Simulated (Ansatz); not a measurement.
**Single-point calculation, with input and output: Tl**

System: Tl (P6₃/mmc, 2 atoms in the cell).
Method: DFT PBEsol, scalar-relativistic, plane waves, PAW, no spin polarisation (Ansatz 0.2.0).

The structure derives from an entry of the Crystallography Open Database. It belongs to a series of runs on one base structure; here: strain +0.0300 x Voigt [0, 0, 1, 0, 0, 0], atoms carried along. Figures and captions count atoms from 1; the log counts them from 0 in places.

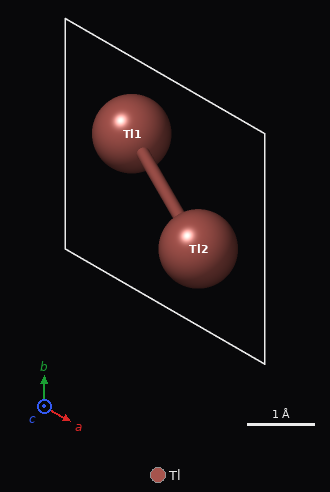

Fig. 1: The structure (ball-and-stick view of the cell of the calculation, along the c axis; atoms are numbered from 1 in the order of the input). An atom can appear more than once, as a periodic image.

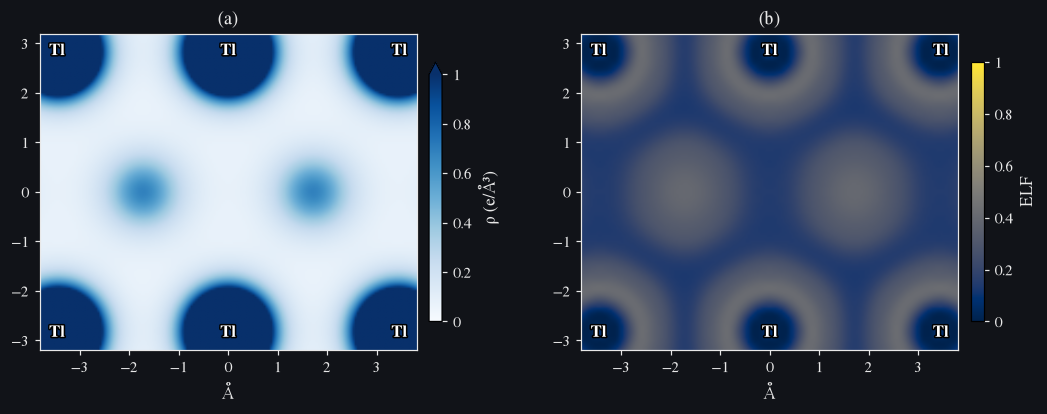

Fig. 2: (a) valence electron density; (b) ELF on the (100) plane of the conventional cell. Tl–Tl (3.46 Å): ρ at the midpoint is about 0.11 e/Å³; the ELF is about 0.15 at the midpoint (no shared electron pair). Away from the nuclei the density in this plane falls to 0.07 e/Å³ at its lowest. In a PAW calculation such maps are meaningful between the atoms, not at the nuclei.

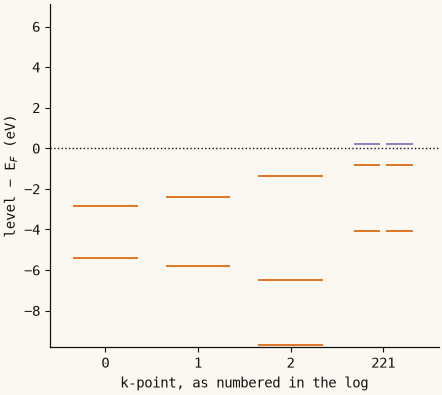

Fig. 3: Kohn–Sham levels near the Fermi level (dotted) at the few k-points that the log prints; levels within 0.02 eV of each other stand side by side. The system is metallic on the full mesh.

These pictures come from the run below.

Input file:
```yaml
crystal:
  lattice:
    - [3.4559983565, 0.0, 0.0]
    - [-1.7279991783, 2.9929823722, 0.0]
    - [0.0, 0.0, 5.69075]
  atoms:
    - { symbol: Tl, position: [0.3333333333, 0.6666666667, 0.25] }
    - { symbol: Tl, position: [0.6666666667, 0.3333333333, 0.75] }
basis:
  ecutwfc: 420
kpoints:
  mp_grid: { grid: [18, 18, 10] }
hamiltonian:
  xc: pbesol
scf:
  occupations: { method: gaussian, width: 0.15 }
output:
  forces: true
  stress: true
  eigenvalues: true
  write_density: true
  write_potential: true
  elf: true
  volumetric_format: npy
```

Launch command:
```bash
ansatz run input.yaml --threads 1 --pin off --max-ram 2560MiB --backend cpu --events-out ev --progress --plain --runs-dir out
```

The program's output:
```
Engine: ansatz 0.2.0, aarch64-unknown-linux-gnu
Pseudopotentials: kind: paw
Pseudopotential: Tl, paw, valence charge 13, recommended cutoff 420 eV (normal), Tl.paw.azcp
Functional definition: PBEsol
  exchange = pbesol_x
  correlation = pbesol_c
Crystal: 2 atoms, lattice volume = 58.864 Å³
Basis set: ecut = 420 eV, 1129 PW (Γ), exchange–correlation on 48×48×80 points (8 copies of the dense FFT grid, shifted against one another)
Bands: 17, of which v1, the nominal top of the filled ones, is band 13 counted from 1 (12 counted from 0)
Symmetry: 24 space group operations
Space group: P63/mmc (ITA 194), of the structure as read, at distance tolerance 3.9e-5 Å
k-points: 222 of 3240
Non-local potential: Tl, projectors of the file, l = 0: 2, l = 1: 2, l = 2: 2, l = 3: 1
PAW form: soft (Blöchl's): semilocal exchange-correlation on the pseudo side does not see the compensation charge
PAW frozen core: Tl, regenerated for the run's functional, and the local potential with it (the file was generated under x = pbe(κ = 0.804, μ = 0.2195149727645171), c = pbe(β = 0.06672455060314922))
PAW one-centre angular grid: Tl, 590 points (default); XC on 64 Gauss nodes
Initial density: superposition of atomic densities (neutral atoms: chi_scale 0, normalization atom), corrected by the library's trained network
Initial wavefunctions: pseudopotential atomic-orbital guess
Functional: x = pbesol(κ = 0.804, μ = 0.12345679012345678), c = pbesol(β = 0.046)
SCF iter   1: F=—  HF=-22591.351461 eV  |F-HF|=—  |Δ(HF+E_count)|=         —  Δρ=2.58e-3  dr2=4.65e-3  ethr=1.77e-3  ⟨swp⟩=5.5  Hψ=17952  notcnv=0
preconditioner: auto → Kerker (q_TF=auto, 2.381 Å⁻¹)  [metal: Δε(μ)=0.008 eV  Ē_g=13.552 eV  σ=0.150 eV  W_gap=0.03  n_scr=22 (ndim 8)  ℏωp=24.7 eV  f_vac=0.000  D(μ)=0.94/eV (n_scr^D=2)]
SCF iter   2: F=—  HF=-22591.348222 eV  |F-HF|=—  |Δ(HF+E_count)|=   3.24e-3  Δρ=1.04e-3  dr2=9.33e-4  ethr=1.79e-5  ⟨swp⟩=2.5  Hψ=8343  notcnv=0
SCF iter   3: F=—  HF=-22591.347890 eV  |F-HF|=—  |Δ(HF+E_count)|=   3.33e-4  Δρ=3.08e-4  dr2=7.80e-5  ethr=3.59e-6  ⟨swp⟩=2.1  Hψ=5993  notcnv=0
SCF iter   4: F=—  HF=-22591.347871 eV  |F-HF|=—  |Δ(HF+E_count)|=   1.83e-5  Δρ=8.55e-5  dr2=3.27e-6  ethr=3.00e-7  ⟨swp⟩=2.6  Hψ=6622  notcnv=0
SCF iter   5: F=—  HF=-22591.347871 eV  |F-HF|=—  |Δ(HF+E_count)|=   3.84e-7  Δρ=2.67e-5  dr2=2.78e-7  ethr=1.26e-8  ⟨swp⟩=2.0  Hψ=6635  notcnv=0
SCF iter   6: F=-22591.347871 eV  HF=-22591.347871 eV  |F-HF|=8.67e-9  |Δ(HF+E_count)|=   6.15e-8  Δρ=6.08e-6  dr2=1.56e-8  ethr=3.85e-10  ⟨swp⟩=7.5  Hψ=21813  notcnv=0
SCF 1 converged in 6 iterations: F = -22591.347871 eV  dr2 = 1.56e-8
  greatest PAW one-centre occupation: 0.962 electrons in one spin orbital (limit 2), on the Tl atom at site 1 (counted from 0), in its partial waves of l = 2
SCF converged after 6 iterations
Free energy (F): -22591.347871 eV
Harris-Foulkes:  -22591.347871 eV  (|F-HF|=8.67e-9)
Internal energy: -22591.337238 eV  (E = F + TS)
E sigma→0 (E₀):  -22591.342555 eV
Entropy (-TS):   -0.010632 eV (-5.316 meV/atom)
Fermi energy:    9.831795 eV
--- Per-component energies (eV) ---
  E_band       = 2.637307
  E_kinetic    = 666.625042
  E_local      = -1784.312513  (includes V_loc(G=0)·N_el)
  E_nonlocal   = 638.270981
  E_hartree    = 656.626158
  E_xc         = -457.471395
  E_vxc        = -284.269115  (∫ρ·V_xc dr)
  E_paw        = -20034.731197  (= ΣΔE_a)
  E_vpaw       = -546.934016  (= ΣTr[D̂ρ^β])
  E_aug_tail   = 0.000068  (compensation charges beyond the density's cutoff)
  E_ewald      = -2276.420912
  E_core_change = 0.076530  (= ΣΔE_core)
  E_smearing   = -0.010632  (= −TS)
  E_closure    = 0.000000  (closes the sum)
  Σ components = -22591.347871   (vs F -22591.347871, Δ=0.00e0)
--- Forces (eV/Å), atoms counted from 1 ---
  atom   1  Tl    -0.00000000    -0.00000000     0.00000000
  atom   2  Tl     0.00000000     0.00000000    -0.00000000
  max |Σ_I F_I| component: 1.16e-18 eV/Å
--- Stress (GPa, compression-positive) ---
       -0.646715      -0.000000      -0.000000
        0.000000      -0.646715      -0.000000
       -0.000000      -0.000000      -1.770531
  P = ⅓ Tr σ = -1.0213 GPa (-10.213 kbar)
--- Band table (eV; the first three rows and the last of 222) ---
  k-point 0: bands = ["-1.8823", "-1.7012", "-1.6570", "-1.6570", "-1.6124", "-1.6124", "-1.5095", "-1.5095", "-1.2290", "-1.2290", "-0.0477", "4.4194", "6.9719", "17.9509", "17.9509", "19.7733", "19.8876"]
  k-point 1: bands = ["-1.8766", "-1.7027", "-1.6632", "-1.6632", "-1.6167", "-1.6167", "-1.4953", "-1.4953", "-1.2326", "-1.2326", "0.0040", "4.0483", "7.4461", "17.9916", "17.9916", "19.0262", "19.8372"]
  k-point 2: bands = ["-1.8601", "-1.7087", "-1.6749", "-1.6749", "-1.6285", "-1.6285", "-1.4604", "-1.4604", "-1.2438", "-1.2438", "0.1612", "3.3243", "8.4789", "17.5328", "18.1117", "18.1117", "19.6890"]
  k-point 221: bands = ["-1.7952", "-1.7952", "-1.5978", "-1.5978", "-1.4865", "-1.4865", "-1.4539", "-1.4539", "-1.2162", "-1.2162", "5.7692", "5.7692", "9.0231", "9.0231", "10.0329", "10.0329", "17.0012"]
```

Key numbers:

```json
{"quantity": "outcome", "value": "converged"}
{"quantity": "space group (tolerance 0.01 Å)", "value": "P6₃/mmc (194)"}
{"quantity": "electrons treated", "value": "26"}
{"quantity": "free energy", "value": "−22591.3479 eV"}
{"quantity": "Fermi energy", "value": "9.832 eV"}
{"quantity": "gap on the k-point mesh", "value": "none (metallic)"}
{"quantity": "pressure", "value": "−1.02 GPa"}
{"quantity": "largest force (length of the vector)", "value": "under 0.001 eV/Å"}
{"quantity": "hardware", "value": "1 thread of Arm Neoverse V1, 24 GiB of memory available, shared host"}
{"quantity": "wall time", "value": "13 s"}
{"quantity": "peak memory", "value": "0.42 GiB"}
```

Remarks:

Spin–orbit coupling is left out, which matters for Tl.
